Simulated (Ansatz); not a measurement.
**Single-point calculation, with input and output: B₂₄HN₂₃ (charge −1) (part 2 of 2)**

B₂₄HN₂₃ (defect cell, 48 atoms in the cell, total charge −1); DFT PBE, scalar-relativistic, plane waves, PAW, spin-polarised (Ansatz 0.2.0); cutoff 420 eV, 2×2×2 k-mesh, Gaussian smearing of 0.05 eV, collinear spins. The structure derives from a Materials Project entry.

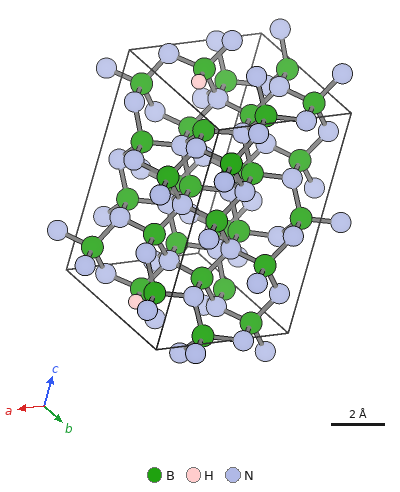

Fig. 1: The structure as given in the input (ball-and-stick view of the cell of the calculation, seen at an oblique angle; bonded neighbours outside the cell are drawn too). An atom can appear more than once, as a periodic image.

Output, continued:
```
--- Forces (eV/Å), atoms counted from 1 ---
  atom   1  B      0.03901656    -0.02001367    -0.22075491
  atom   2  B      0.06901132    -0.03485337     0.20498204
  atom   3  B     -0.19568487     0.16612563    -0.22614220
  atom   4  B     -0.09476127    -0.26344736    -0.23427464
  atom   5  B      0.07018923    -0.28485715    -0.05812342
  atom   6  B     -0.04278820    -0.03361961    -0.37080060
  atom   7  B      0.03337341     0.02637095    -0.08472802
  atom   8  B     -0.00627514    -0.04184853    -0.08395036
  atom   9  B      0.28185319     0.07949917    -0.05994040
  atom  10  B      0.00361659     0.04926947    -0.36661383
  atom  11  B      0.18299313     0.21568410    -0.23136783
  atom  12  B     -0.24494064     0.08297403    -0.22513546
  atom  13  B     -0.22793168     0.13376854     0.16822631
  atom  14  B      1.01390172    -0.59308364    -0.12182809
  atom  15  B     -0.65736310     0.63975927     0.29565752
  atom  16  B      0.12272462    -0.15820829     0.12513775
  atom  17  B      0.11035711    -0.39851228     0.14986489
  atom  18  B     -0.25394767    -0.15586747     0.09977265
  atom  19  B     -0.07245317     0.39896736     0.18808433
  atom  20  B     -0.38241929    -0.13857498     0.19023191
  atom  21  B      0.39523243     0.10582482     0.14763196
  atom  22  B      0.00887225     0.29618418     0.09707863
  atom  23  B      0.19690583    -0.02940720     0.12612101
  atom  24  B     -0.88280716     0.24935474     0.29452770
  atom  25  H      0.09402929    -0.05299680    -0.58022401
  atom  26  N      0.00657159    -0.00426807    -0.13599656
  atom  27  N     -0.35405468     0.50345957     0.13272170
  atom  28  N      0.66122358    -0.01337594     0.12035052
  atom  29  N     -0.01875201    -0.02403545     0.05069852
  atom  30  N      0.80334122     1.01283606    -0.00097550
  atom  31  N      0.02906837     0.00280131     0.04493651
  atom  32  N      0.01221207    -0.02532055     0.04598593
  atom  33  N      0.00970023     0.02987220     0.05076111
  atom  34  N     -0.46898695    -1.19649605    -0.00013133
  atom  35  N      0.33514410    -0.55710870     0.11880536
  atom  36  N     -0.61586172     0.05737920     0.13510644
  atom  37  N      0.08343102    -0.04910279     0.06365425
  atom  38  N     -0.15047719     0.08583222    -0.07822452
  atom  39  N      0.13082092     0.07366050    -0.31459618
  atom  40  N      0.04417543     0.06028827     0.17576380
  atom  41  N      0.01357805     0.13879568     0.05967597
  atom  42  N      0.07169923     0.04277969     0.13142207
  atom  43  N     -0.02569974    -0.03620453     0.06000677
  atom  44  N      0.01941279     0.04170551     0.06166921
  atom  45  N     -0.11328915    -0.08318733     0.06082320
  atom  46  N     -0.00219795    -0.07997356     0.12962055
  atom  47  N     -0.03140006    -0.06794875     0.17245869
  atom  48  N     -0.00036365    -0.15088100    -0.30797490
  max |Σ_I F_I| component: 5.47e-6 eV/Å
--- Band table (eV; the first three rows and the last of 16) ---
  k-point 0 ↑: bands = ["-9.4430", "-7.7596", "-7.6573", "-6.5934", "-6.5704", "-6.5273", "-6.5060", "-6.3755", "-6.3495", "-6.2855", "-5.9145", "-5.4270", "-5.1510", "-4.7965", "-4.7771", "-4.6659", "-4.5433", "-4.3461", "-4.3142", "-4.2869", "-4.2242", "-4.1561", "-4.1340", "0.0038", "0.7707", "0.8389", "0.9160", "1.1567", "1.2670", "1.6598", "1.7870", "1.8437", "1.9003", "2.4264", "3.1193", "3.5072", "3.7469", "3.7980", "3.8129", "3.9111", "4.0711", "4.1176", "4.1636", "4.1781", "4.1917", "4.2830", "4.4374", "4.6137", "4.6902", "5.1907", "5.2795", "5.3577", "5.3582", "5.3952", "5.6169", "5.6282", "5.7649", "5.9943", "6.4371", "6.4422", "6.4853", "6.5392", "6.5401", "6.5831", "6.6314", "6.6688", "6.7413", "6.8305", "6.9977", "7.0063", "7.0910", "7.1392", "7.1785", "7.1887", "7.2224", "7.2909", "7.3084", "7.3268", "7.3496", "7.3550", "7.4614", "7.4907", "8.1206", "8.3560", "8.3803", "8.6127", "8.6927", "8.7511", "8.8388", "9.0090", "10.1546", "10.3834", "10.4101", "13.3006", "15.2680", "15.5183", "16.3930", "16.5347", "17.3641", "17.3880", "17.5760", "17.5931", "17.7232", "18.9455", "19.0513", "19.0877", "19.1386", "19.2790", "19.4688", "19.5494", "19.5545", "19.6389", "19.7357", "19.7514", "19.9142", "19.9690", "20.1353", "20.1393", "20.2964", "20.3945", "20.8023", "20.8938", "20.9375", "20.9669", "21.1554", "21.2771", "21.3722", "21.3994", "21.4984", "21.5108", "21.6060", "21.6416", "21.6780", "21.7383", "21.9395", "21.9901", "22.4170", "22.4665", "22.7295", "22.7372", "23.1197", "23.4204", "23.5116"]
  k-point 1 ↑: bands = ["-9.1264", "-8.8473", "-6.9455", "-6.8527", "-6.7903", "-6.5266", "-5.8865", "-5.8661", "-5.5797", "-5.5521", "-5.5072", "-5.4679", "-5.4303", "-5.4264", "-5.3061", "-5.1742", "-5.1412", "-5.0537", "-4.9743", "-4.2683", "-4.1004", "-3.7742", "-3.6693", "0.3191", "0.6038", "1.2217", "1.5511", "1.8687", "2.0840", "2.0952", "2.1558", "2.1883", "2.3201", "2.3850", "2.4838", "2.7220", "2.7763", "2.8805", "3.2961", "3.5043", "3.5471", "3.5491", "3.6855", "3.9295", "4.2335", "4.3082", "4.3465", "4.4616", "4.7142", "4.7538", "4.9221", "5.1982", "5.3050", "6.1033", "6.1261", "6.2889", "6.4715", "6.4818", "6.4967", "6.5839", "6.6115", "6.6667", "6.6700", "6.6984", "6.7325", "6.7680", "6.7835", "6.8560", "6.8885", "6.9987", "7.0407", "7.1167", "7.1517", "7.2281", "7.2826", "7.2836", "7.3022", "7.3611", "7.4058", "7.5062", "7.6273", "7.6339", "7.8743", "8.0538", "8.1451", "8.2144", "8.2506", "9.1705", "9.3249", "9.5796", "9.9684", "10.0128", "10.1831", "13.3080", "15.3474", "15.7645", "16.9684", "17.1727", "17.4366", "17.5753", "18.0550", "18.1152", "18.2356", "18.2702", "18.3189", "18.4946", "18.5363", "18.6711", "18.7750", "18.8122", "18.8673", "18.9795", "19.0313", "19.3118", "19.4898", "19.8908", "19.9659", "20.1883", "20.4089", "20.5161", "21.2917", "21.3026", "21.3521", "21.3765", "21.4795", "21.5939", "21.6063", "21.7518", "21.8814", "22.0244", "22.0793", "22.1099", "22.1361", "22.2511", "22.3942", "22.4657", "22.4955", "22.5702", "22.7274", "22.8092", "22.8730", "22.9620", "23.1451"]
  k-point 2 ↑: bands = ["-8.7332", "-8.5758", "-7.8212", "-7.6767", "-6.3410", "-6.3144", "-6.2518", "-6.2245", "-6.0704", "-5.9655", "-5.5508", "-5.4923", "-5.3210", "-5.2197", "-4.9514", "-4.7130", "-4.4617", "-4.4118", "-4.3297", "-4.2445", "-4.1509", "-4.0886", "-3.9777", "1.1040", "1.1662", "1.4147", "1.5409", "1.7111", "1.7708", "1.7884", "2.0717", "2.1079", "2.2781", "2.2915", "2.3746", "2.5304", "2.6063", "2.8253", "2.9298", "3.2403", "3.4605", "3.6694", "3.7740", "4.0903", "4.3579", "4.3706", "4.4765", "4.5175", "4.6405", "4.7492", "4.8320", "5.0450", "5.1274", "5.2129", "5.4694", "5.6687", "5.9339", "5.9470", "6.0259", "6.0798", "6.1194", "6.1446", "6.1709", "6.2624", "6.3900", "6.7497", "6.9473", "7.1111", "7.2378", "7.3454", "7.3732", "7.4898", "7.5772", "7.6691", "7.7427", "7.8002", "7.8215", "7.8770", "7.8814", "8.0482", "8.1584", "8.2343", "8.2658", "8.2937", "8.4467", "8.6947", "8.7058", "9.0552", "9.1783", "9.2173", "9.2726", "9.5121", "9.8037", "13.3309", "15.5163", "15.7454", "17.7548", "17.8059", "17.9021", "17.9723", "18.0040", "18.1097", "18.2010", "18.3183", "18.4704", "18.5199", "18.8925", "19.0063", "19.1067", "19.2402", "19.2448", "19.5435", "19.6935", "19.8382", "20.0218", "20.0572", "20.1956", "20.3671", "20.4084", "20.5122", "20.6019", "20.7479", "21.1199", "21.1969", "21.2241", "21.2989", "21.3927", "21.4520", "21.4950", "21.5760", "21.6829", "21.7322", "21.9000", "22.0364", "22.1349", "22.2019", "22.2558", "22.3097", "22.3845", "22.4387", "22.6142", "22.6339", "22.7760"]
  k-point 7 ↓: bands = ["-8.1231", "-7.9966", "-7.8598", "-7.7863", "-7.7087", "-7.2702", "-6.5314", "-6.4593", "-6.2979", "-6.0821", "-5.4424", "-5.1914", "-4.7872", "-4.6013", "-4.3476", "-4.2805", "-4.2049", "-4.1933", "-4.1829", "-4.1815", "-4.1129", "-4.1003", "-3.9559", "0.7913", "1.0421", "1.2231", "1.4636", "1.5694", "1.6300", "1.7059", "1.7799", "1.9360", "2.2421", "2.2704", "2.4615", "2.8034", "3.0937", "3.0947", "3.1873", "3.4285", "3.4876", "3.4897", "3.8838", "3.9728", "4.1602", "4.1838", "4.2199", "4.3333", "4.4486", "4.5943", "4.7176", "4.7282", "5.0581", "5.1604", "5.3869", "5.4736", "5.5336", "6.0471", "6.0882", "6.3906", "6.4578", "6.5500", "6.5541", "6.7087", "6.7454", "6.8638", "7.0151", "7.1526", "7.1536", "7.1951", "7.2812", "7.3444", "7.3472", "7.3888", "7.4720", "7.6909", "7.7311", "7.7607", "8.0174", "8.0705", "8.3627", "8.5340", "8.6829", "8.7198", "8.7737", "8.7742", "8.7924", "8.8218", "9.2509", "9.3935", "9.4262", "9.5801", "9.5854", "13.4652", "15.9582", "16.5953", "17.4266", "17.5789", "17.5986", "17.6674", "18.7686", "18.9120", "19.1032", "19.1841", "19.2906", "19.3166", "19.5693", "19.6412", "19.6804", "19.7133", "19.7382", "19.9113", "19.9859", "20.0577", "20.0625", "20.1863", "20.2538", "20.3202", "20.4777", "20.6480", "20.7253", "20.7331", "20.8191", "20.8710", "20.9584", "21.0037", "21.0525", "21.0654", "21.0810", "21.2253", "21.2845", "21.3025", "21.3987", "21.5635", "21.6583", "21.7361", "21.7423", "21.9256", "21.9961", "22.1274", "22.2632", "22.2930", "22.4992"]
--- Löwdin populations: 48 sites ---
  site symbol       q [e]    m [muB]
     0      B      2.9768     0.0038
     1      B      2.6837     0.0188
     2      B      2.6900     0.0100
     3      B      2.6875     0.0034
     4      B      2.6979     0.0053
     5      B      2.6863     0.0019
     6      B      2.6958     0.0033
     7      B      2.6958     0.0033
     8      B      2.6978     0.0052
     9      B      2.6863     0.0019
    10      B      2.6875     0.0034
    11      B      2.6900     0.0100
    12      B      2.6969     0.0018
    13      B      2.8408    -0.0424
    14      B      2.9232     0.3434
    15      B      2.6985     0.0050
    16      B      2.6937     0.0037
    17      B      2.6933     0.0130
    18      B      2.7001     0.0204
    19      B      2.7001     0.0205
    20      B      2.6937     0.0037
    21      B      2.6933     0.0129
    22      B      2.6986     0.0051
    23      B      2.9228     0.3415
    24      H      0.9336     0.0001
    25      N      5.3135    -0.0021
    26      N      5.2931     0.0124
    27      N      5.2899    -0.0037
    28      N      5.3028     0.0083
    29      N      5.2870     0.0028
    30      N      5.3013     0.0008
    31      N      5.3013     0.0008
    32      N      5.3028     0.0083
    33      N      5.2871     0.0030
    34      N      5.2899    -0.0036
    35      N      5.2931     0.0125
    36      N      5.2862     0.0017
    37      N      5.2839    -0.0020
    38      N      5.2855    -0.0084
    39      N      5.2852     0.0024
    40      N      5.3016     0.0015
    41      N      5.2983     0.0002
    42      N      5.3000     0.0009
    43      N      5.3000     0.0009
    44      N      5.3016     0.0015
    45      N      5.2983     0.0002
    46      N      5.2852     0.0023
    47      N      5.2855    -0.0084
  spilling = 0.004035 (of n_electrons = 189.000000)
--- Bader charges: 48 sites ---
  site symbol  charge [e]  shift [e]    m [muB]
     0      B      2.0080     0.0007     0.0002
     1      B      2.1578     0.0003     0.0098
     2      B      2.1542     0.0003     0.0034
     3      B      2.1553     0.0003     0.0015
     4      B      2.1573     0.0003     0.0018
     5      B      2.1505     0.0003     0.0010
     6      B      2.1503     0.0003     0.0011
     7      B      2.1504     0.0003     0.0011
     8      B      2.1572     0.0003     0.0017
     9      B      2.1504     0.0003     0.0010
    10      B      2.1554     0.0003     0.0015
    11      B      2.1542     0.0003     0.0034
    12      B      2.1633     0.0003     0.0009
    13      B      1.6796     0.0004    -0.0233
    14      B      1.5735     0.0004     0.2279
    15      B      2.1444     0.0003     0.0024
    16      B      2.1557     0.0003     0.0013
    17      B      2.1383     0.0003     0.0050
    18      B      2.1341     0.0003     0.0085
    19      B      2.1340     0.0003     0.0085
    20      B      2.1557     0.0003     0.0013
    21      B      2.1384     0.0003     0.0049
    22      B      2.1443     0.0003     0.0024
    23      B      1.5732     0.0004     0.2267
    24      H     -0.6338     0.0010     0.0279
    25      N     -2.1753     0.0003     0.0063
    26      N     -2.1796     0.0003     0.0139
    27      N     -2.1770     0.0003     0.0287
    28      N     -2.1748     0.0003     0.0151
    29      N     -2.1729     0.0003     0.0509
    30      N     -2.1750     0.0003     0.0046
    31      N     -2.1750     0.0003     0.0046
    32      N     -2.1747     0.0003     0.0151
    33      N     -2.1730     0.0003     0.0508
    34      N     -2.1769     0.0003     0.0285
    35      N     -2.1797     0.0003     0.0141
    36      N     -2.1837     0.0003     0.0042
    37      N     -2.2231     0.0005     0.0033
    38      N     -2.2191     0.0004     0.0332
    39      N     -2.1894     0.0004     0.0050
    40      N     -2.1693     0.0002     0.0036
    41      N     -2.1781     0.0003     0.0052
    42      N     -2.1745     0.0003     0.0052
    43      N     -2.1744     0.0003     0.0052
    44      N     -2.1693     0.0002     0.0036
    45      N     -2.1780     0.0003     0.0051
    46      N     -2.1895     0.0004     0.0050
    47      N     -2.2192     0.0004     0.0331
  estimated error of the sums over rays = 5.7e-4 e
```

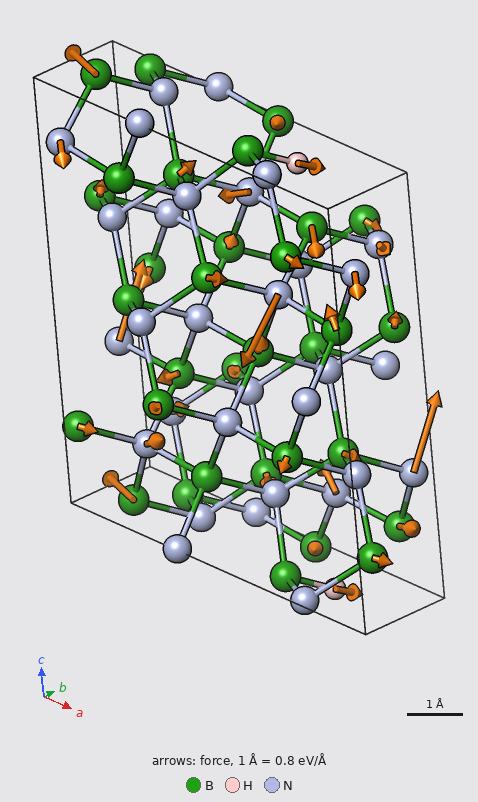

Fig. 2: Forces on the atoms as orange arrows (ball-and-stick view of the cell of the calculation, seen slightly off an axis); the smallest are left out. The largest act on N30 (1.29 eV/Å); N34 (1.29 eV/Å); B14 (1.18 eV/Å); B15, B24 (0.96 eV/Å), among others. Atoms are counted from 1 in the order of the input and aren't labelled in the picture. 
